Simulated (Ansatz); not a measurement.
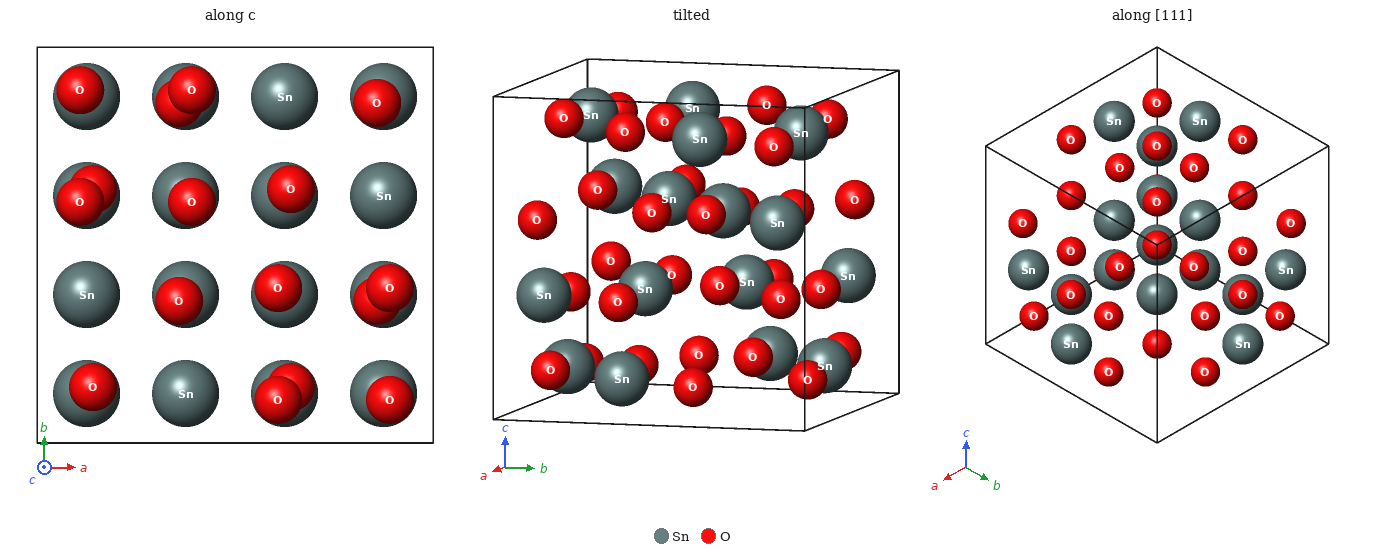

We look at a spheres-only model of the crystal along the c axis, slightly off an axis and along [111]. The edges of the conventional unit cell are marked.

Formula: SnO2. Space group: Fd-3m (No. 227). Lattice: face-centred cubic. There are 48 atoms in the cell: 16 Sn, 32 O. Each Sn atom is coordinated by six O in a distorted octahedral arrangement. The O atoms are each bonded to three Sn in a trigonal pyramidal arrangement.

The cell started as a structure listed in the Materials Project, with elements exchanged, so it need not be a known form of the compound. Earlier steps of the study may have refined or changed the cell and positions. Ansatz was used for an electronic-structure calculation on it.
